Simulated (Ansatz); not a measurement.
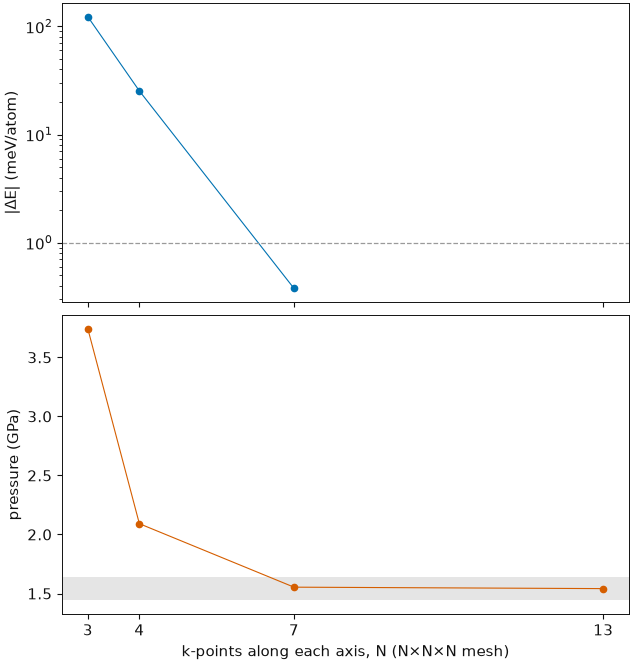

Convergence test: the k-point mesh is varied and all else is held.
System: BeS (F-43m, 2 atoms in the cell).
Method: Ansatz 0.2.0, DFT, PBE, PAW with Ansatz's default frozen-core files, scalar-relativistic; cutoff 420 eV, Fermi–Dirac smearing of 0.02 eV.
ΔE is the free energy less its value at the densest setting, 13×13×13.
Dashed lines or grey bands mark the tolerance: 1 meV/atom and 0.1 GPa.

From which setting is the free energy converged to 1 meV/atom?

The free energy is within 1 meV/atom of the densest setting's value from 7×7×7 on. It is off by 120 meV/atom at 3×3×3 and 25 meV/atom at 4×4×4 (always above it).

And the pressure, to 0.1 GPa?

The pressure is within 0.1 GPa of the densest setting's value from 7×7×7 on. It is 3.7 GPa at 3×3×3, 2.1 GPa at 4×4×4 and 1.5 GPa at 13×13×13.
